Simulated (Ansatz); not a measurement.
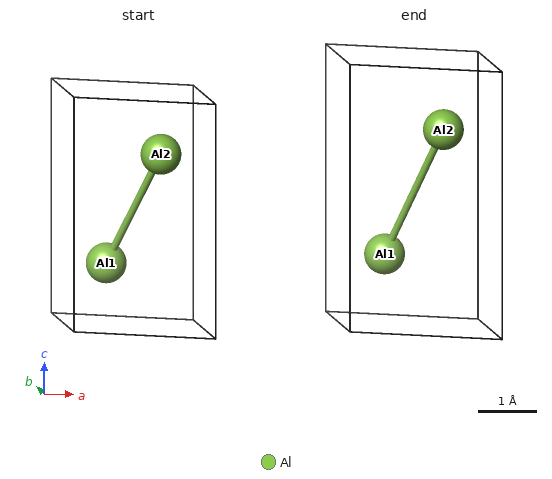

The structure of a crystal of Al (a generated structure, set up in P6_3/mmc) (coarse preliminary run) before (left) and after (right) a relaxation, at one scale.

Style: ball-and-stick. Shown: the cell of the calculation, from a free direction.

Case: Y → Al on all its sites, cell and atoms relaxed.

Computed with DFT PBEsol, scalar-relativistic, plane waves, PAW (Ansatz). (plane-wave cutoff 420 eV; k-point mesh 12 × 12 × 6; occupations gaussian; smearing width 0.1 eV; no spin polarisation; cell and atoms relaxed; force threshold 0.05 eV/Å; at most 60 steps)

**Describe what moved and what it gained.**

After 5 accepted moves (7 points after the start) the energy has fallen by 0.812 eV per cell of the calculation. All forces vanish by symmetry, so only the cell relaxes. Pressure: 39.80 GPa at the start and −0.01 GPa at the end. At 2 points the geometry stayed and the basis and grid were re-selected for the new cell (energy shift of 12.8 meV per cell of the calculation at most each time). The atoms keep their places relative to the cell (all moves are under 0.005 Å). The drawn cell changes as follows: a = b 2.640 → 2.835 Å (+7.4 %), c 4.098 → 4.671 Å (+14.0 %); the volume changes by +31.5 %. Near-neighbour distances that change, for instance: Al1–Al2 2.554 → 2.852 Å, Al1–Al1 2.640 → 2.835 Å. The space group stays P6_3/mmc (No. 194). Cost: 2.8 s on 1 thread of AMD EPYC 9R45 96-Core Processor (Zen 5), on a shared host, peak memory 0.4 GiB.
